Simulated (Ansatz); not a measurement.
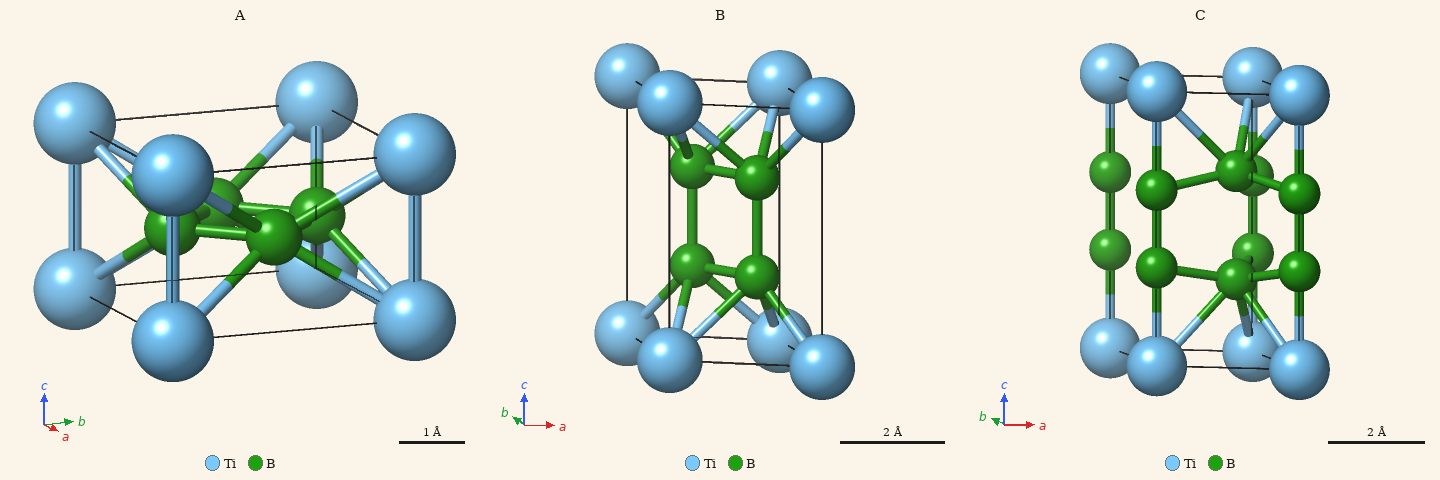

Three structures of TiB4, each relaxed to rest (conventional cells in solid outline, small ones repeated, each panel with its own scale). Method: DFT PBE, scalar-relativistic, plane waves, PAW in Ansatz, without spin polarisation.

**Name the structure in each panel.**

A: 5 atoms a cell on a primitive tetragonal lattice, P4/mmm; B: 5 atoms a cell on a primitive hexagonal lattice, P6/mmm; C: 5 atoms a cell on a primitive hexagonal lattice, P-6m2.

**Which of these is lowest in energy, and how far above it do the others lie?**

B, then A (+412 meV/atom) and C (+602 meV/atom), energies at zero smearing.

**Collect the results in a table.**

| panel | structure | E − E(lowest) (meV/atom) | volume (Å³/atom) | gap (eV) |
| --- | --- | --- | --- | --- |
| B | P6/mmm | 0 | 8.1 | metal |
| A | P4/mmm | 412 | 8.5 | metal |
| C | P-6m2 | 602 | 9.3 | metal |

Some of these may be structure types tried for this composition rather than known phases, and the most stable form need not be among them. Gaps are taken on the k-mesh or band path of each run.
